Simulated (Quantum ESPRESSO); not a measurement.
## Energy of KI along an even scaling of the cell

System: KI (Pm-3m, 2 atoms in the cell).
Method: Kohn-Sham DFT of a periodic cell, PBE, SSSP 1.3 efficiency PBE, no spin polarisation (Quantum ESPRESSO 7.5).

The 7 runs differ only in the geometry, by an even scaling of the cell at fixed fractional positions. The structure derives from a Materials Project entry.

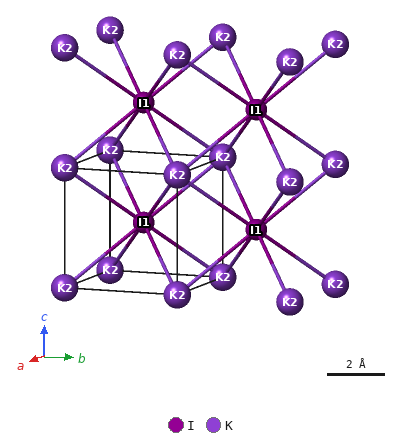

Figure 1. The structure of run 4 (ball-and-stick view of the cell of the calculation, repeated 1 × 2 × 2, seen slightly off an axis; atoms are numbered from 1 in the order of the input).

## Input of run 4
```
&CONTROL
  calculation = 'scf'
  prefix = 'pwscf'
  outdir = './tmp'
  pseudo_dir = './pseudo'
  tprnfor = .true.
  tstress = .true.
  disk_io = 'nowf'
/
&SYSTEM
  ibrav = 0
  nat = 2
  ntyp = 2
  ecutwfc = 60
  ecutrho = 480
  nbnd = 14
  occupations = 'smearing'
  smearing = 'fd'
  degauss = 0.00367493
/
&ELECTRONS
  conv_thr = 4d-10
  electron_maxstep = 120
  mixing_beta = 0.5
/
ATOMIC_SPECIES
I    126.9045 I.pbe-n-kjpaw_psl.0.2.UPF
K     39.0983 K.pbe-spn-kjpaw_psl.1.0.0.UPF
CELL_PARAMETERS angstrom
   4.2911966600    0.0000000000    0.0000000000
   0.0000000000    4.2911966600    0.0000000000
   0.0000000000    0.0000000000    4.2911966600
ATOMIC_POSITIONS crystal
I      0.5000000000    0.5000000000    0.5000000000
K      0.0000000000    0.0000000000    0.0000000000
K_POINTS automatic
6 6 6 0 0 0
```

Command:
```bash
OMP_NUM_THREADS=1 pw.x -in pw.in > pw.out
```

Run 6 differs from it as follows:
```diff
-   4.2911966600    0.0000000000    0.0000000000
-   0.0000000000    4.2911966600    0.0000000000
-   0.0000000000    0.0000000000    4.2911966600
+   4.3476662497    0.0000000000    0.0000000000
+   0.0000000000    4.3476662497    0.0000000000
+   0.0000000000    0.0000000000    4.3476662497
```

## Results, with one run withheld

| run | volume per atom (Å³) | free energy per atom, from the lowest run given (meV) | pressure (GPa) | gap on the mesh (eV) |
| --- | --- | --- | --- | --- |
| 1 | 37.139 | 15.87 | 1.50 | 3.50 |
| 2 | 37.929 | 9.36 | 1.11 | 3.44 |
| 3 | 38.720 | 4.67 | 0.76 | 3.38 |
| 4 | 39.510 | 1.61 | 0.45 | 3.33 |
| 5 | 40.300 | 0.00 | 0.17 | 3.28 |
| 6 | 41.090 | ? | ? | ? |
| 7 | 41.880 | 0.52 | −0.30 | 3.19 |

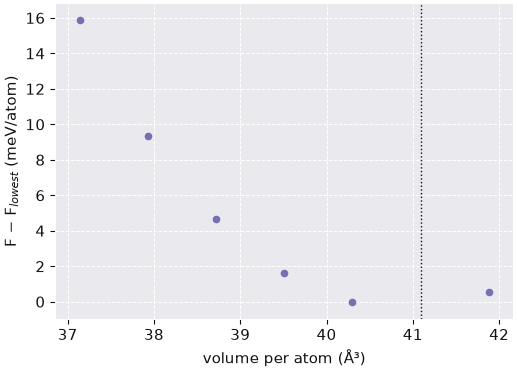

Figure 2. Free energy per atom of the runs given; the dotted line marks run 6.

Estimate the energy of run 6 from the others.

A cubic polynomial in V^(−2/3) (the Birch–Murnaghan form), fitted to the 6 runs given, misses them by under 0.01 meV per atom. With x = V^(−2/3) − 0.08667 Å⁻², it reads F = 2.6581 + 2492.9 x + 5.2273e+05 x² + 2.6518e+06 x³ (meV per atom). At run 6 it gives −0.32 meV per atom, and the run itself gives −0.32. The slope of the fit gives a pressure −dF/dV of −0.06 GPa there, and the run prints −0.07 GPa. The fit has its minimum at 40.899 Å³ per atom, where V d²F/dV² gives 12.4 GPa: the bulk modulus at this level, since symmetry fixes the shape and the positions. The gap on the mesh goes, without turning, from 3.50 eV in run 1 to 3.19 eV in run 7; run 6 has 3.23 eV. These are gaps of this functional on this mesh, which can miss the band edges; they aren't the measured gap.

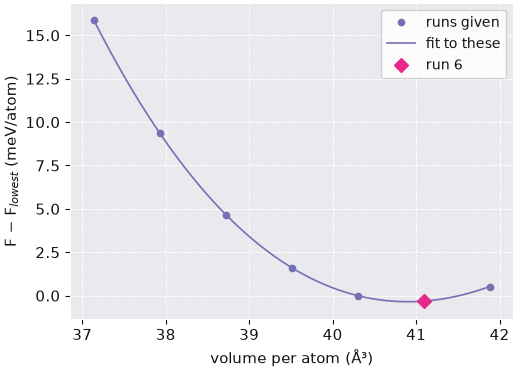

Figure 3. The fit and the withheld run.

## Some lines of the output (run 6)
```
[...]
     unit-cell volume          =     554.5813 (a.u.)^3
     number of k points=    20  Fermi-Dirac smearing, width (Ry)=  0.0037
     total energy              =    -492.12959727 Ry
     total energy              =    -492.13416069 Ry
     total energy              =    -492.13436004 Ry
     total energy              =    -492.13439697 Ry
     total energy              =    -492.13439922 Ry
     total energy              =    -492.13439951 Ry
     total energy              =    -492.13439952 Ry
     the Fermi energy is     4.6658 ev
!    total energy              =    -492.13439952 Ry
     The total energy is F=E-TS. E is the sum of the following terms:
     Computing stress (Cartesian axis) and pressure
          total   stress  (Ry/bohr**3)                   (kbar)     P=       -0.75
```
